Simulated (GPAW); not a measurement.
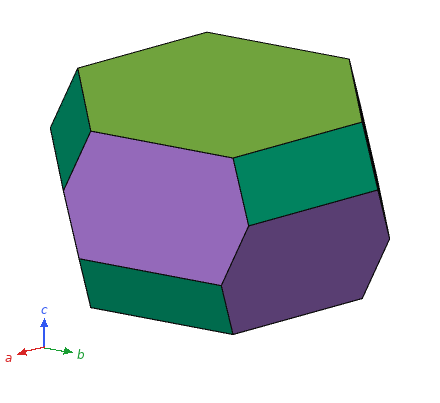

Crystal habit computed by the BFDH rule (growth rate of a face proportional to 1/d, systematic absences taken into account). This is a geometric estimate, not an energy calculation. Faces of one form share a colour. Cell of BN: space group R3m (No. 160), a = 2.502 Å, b = 2.502 Å, c = 10.119 Å, α = 90.00°, β = 90.00°, γ = 120.00°. Origin: a cell listed in the Materials Project, as set up for an electronic-structure calculation. Forms under 0.4 % of the area are left out. Forms are taken in the Laue class: a face and its opposite count as one form.

Question: Give the Miller indices of each colour.

Answer: purple: {101} (d = 2.12 Å, 42 % of the area); green: {003} (d = 3.37 Å, 38 % of the area); teal: {012} (d = 1.99 Å, 20 % of the area).
